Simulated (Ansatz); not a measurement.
Consider B9N.

Input file:

```
crystal:
  lattice:
    - [-7.029562, 7.029562, 4.38533]
    - [7.029562, -7.029562, 4.38533]
    - [7.029562, 7.029562, -4.38533]
  atoms:
    - { symbol: B, position: [0.0, 0.557441, 0.557441] }
    - { symbol: B, position: [0.0, 0.442559, 0.442559] }
    - { symbol: B, position: [0.442559, 0.0, 0.442559] }
    - { symbol: B, position: [0.557441, 0.0, 0.557441] }
    - { symbol: B, position: [0.658226, 0.158226, 0.5] }
    - { symbol: B, position: [0.341774, 0.841774, 0.5] }
    - { symbol: B, position: [0.841774, 0.341774, 0.5] }
    - { symbol: B, position: [0.158226, 0.658226, 0.5] }
    - { symbol: B, position: [0.0, 0.0, 0.0], spin: -0.83 }
    - { symbol: "N", position: [0.5, 0.5, 0.0], spin: 3.2 }
basis:
  ecutwfc: 420
kpoints:
  mp_grid: { grid: [6, 6, 6] }
hamiltonian:
  xc: pbe
  dispersion: d3bj
scf:
  occupations: { method: gaussian, width: 0.01 }
output:
  forces: true
  stress: true
  eigenvalues: true
  populations: true
  write_density: true
  write_potential: true
  elf: true
  volumetric_format: npy
magnetization:
  spin_polarized: true
relax:
  adjacent_minimum: "off"
  f_tol: 0.005
  max_steps: 80
  cell: { stress_tol: 0.05 }
```

Launched as:

```sh
ansatz run input.yaml --threads 2 --pin off --max-ram 5120MiB --backend cpu --events-out ev --progress --plain --runs-dir out
```

Below, planes, directions and counts refer to the conventional cell (a = 13.79 Å, b = 13.79 Å, c = 8.75 Å, α = 90.00°, β = 90.00°, γ = 90.00°).

The fields are those of the run's last geometry, not of the input's.

Space group I4/mmm; a structure from a database of computed crystals, not necessarily the ambient phase; spin-polarised.

All numbers below come from Ansatz 0.2.0, DFT PBE+D3(BJ), scalar-relativistic, plane waves, PAW.

**What can the converged valence pseudo-density, electron localisation function and spin density tell about the bonding?**

B–B (1.60 Å): ρ at the midpoint is about 1.1 e/Å³; the ELF peaks at about 0.90 between the atoms.
B–N (4.38 Å): ρ is about 0.01 e/Å³ halfway; the ELF peaks at about 1 in the valence shell of B, 1.1 Å from its nucleus, and drops to about 0.05 between the two atoms.
The spin density sits on B: −0.8 μB (×2); N: +2.9 μB (×2) in one cell of 20 atoms: ferrimagnetic (opposed moments on unlike sites) in this solution. The cell of the calculation (10 atoms) carries 2.0 μB of net spin moment.

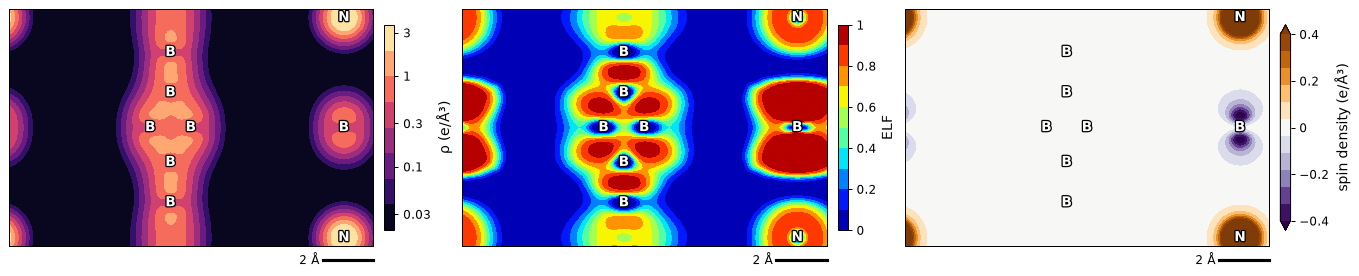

Computed valence pseudo-density, electron localisation function and spin density on the (010) plane of the conventional cell, in this order. Atoms just off the plane (B, 0.8 Å away) can leave unmarked features too.
